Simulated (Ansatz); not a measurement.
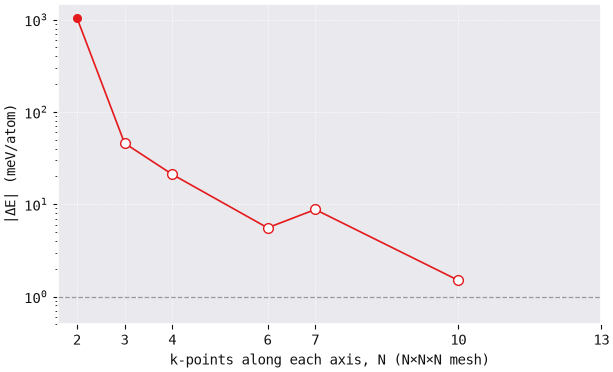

Convergence test: the k-point mesh is varied and all else is held.
System: Sb (R-3m, 2 atoms in the cell).
Method: DFT, LDA (PW92), plane waves (420 eV) with PAW, scalar-relativistic in Ansatz; Fermi–Dirac smearing of 0.1 eV.
ΔE is the free energy less its value at the densest setting, 13×13×13.
Dashed lines or grey bands mark the tolerance: 1 meV/atom.
On logarithmic panels, open markers lie below the reference value and filled ones above.

**What is enough for the free energy to 1 meV/atom?**

The free energy at the last setting but one, 10×10×10, is still more than 1 meV/atom from the densest setting's value, so the scan doesn't show it converged. It is off by 1100 meV/atom at 2×2×2, 5.6 meV/atom at 6×6×6 and 1.5 meV/atom at 10×10×10 (on both sides of it).
